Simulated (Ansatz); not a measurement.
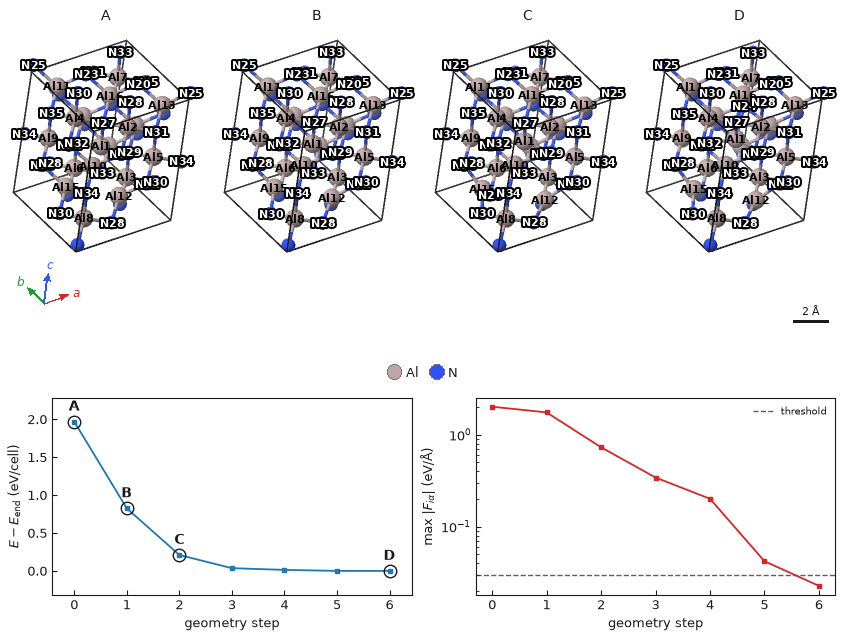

Frames of a relaxation of a defect cell of composition Al₁₈N₁₇ (cell charge +3), marked on the history of the run. Style: ball-and-stick. Shown: the cell of the calculation (origin shifted), from a free direction.

Theory: DFT PBEsol, scalar-relativistic, plane waves, PAW in Ansatz 0.2.0. (plane-wave cutoff 420 eV; k-point mesh 2 × 2 × 2; occupations gaussian; smearing width 0.02 eV; mesh shifted by (0.5, 0.5, 0.5); collinear spin; atoms relaxed in a fixed cell; force threshold 0.03 eV/Å; at most 40 steps)

> Describe the path.

The largest move is that of an Al atom, 0.53 Å along [1 1 1]. By element the largest moves are Al 0.53 Å, N 0.12 Å. The cell doesn't change. Among the contacts that change: Al–N 2.976 → 2.332 Å, Al–N 1.894 → 1.808 Å, Al–N 1.912 → 1.989 Å, Al–N 1.871 → 1.809 Å. New bonds form, among them: Al–N (2.98 → 2.33 Å). Bond angles that change, for instance: Al–N–Al 104.9° → 90.6°, Al–N–Al 109.9° → 99.3°, Al–N–Al 109.4° → 99.3°. After 6 geometry steps the energy has fallen by 1.970 eV per cell of the calculation. Largest force component: 2 eV/Å at the start, 0.023 eV/Å at the end. The program noted that the starting moments weren't kept. The run took 62 s on 8 threads of Arm Neoverse V1 (shared host), peak memory 1.6 GiB. From step 0 to 1: an Al atom moves most (0.17 Å), energy −1.144 eV per cell of the calculation. From step 1 to 2: an Al atom moves most (0.20 Å), energy −0.615 eV per cell of the calculation. From step 2 to 6: an Al atom moves most (0.16 Å), energy −0.211 eV per cell of the calculation.

| step | E − E(0), meV/atom | largest force component, eV/Å |
| --- | --- | --- |
| 0 | 0.00 | 2.0175 |
| 1 | -32.69 | 1.7494 |
| 2 | -50.26 | 0.7298 |
| 3 | -55.23 | 0.3423 |
| 4 | -55.88 | 0.2009 |
| 5 | -56.25 | 0.0421 |
| 6 | -56.28 | 0.0227 |

Limits of the set-up: the periodic images lie only 7.3 Å apart, so the values are limited by the cell's size; the cell is charged, on a uniform background, and energies carry no finite-size correction.
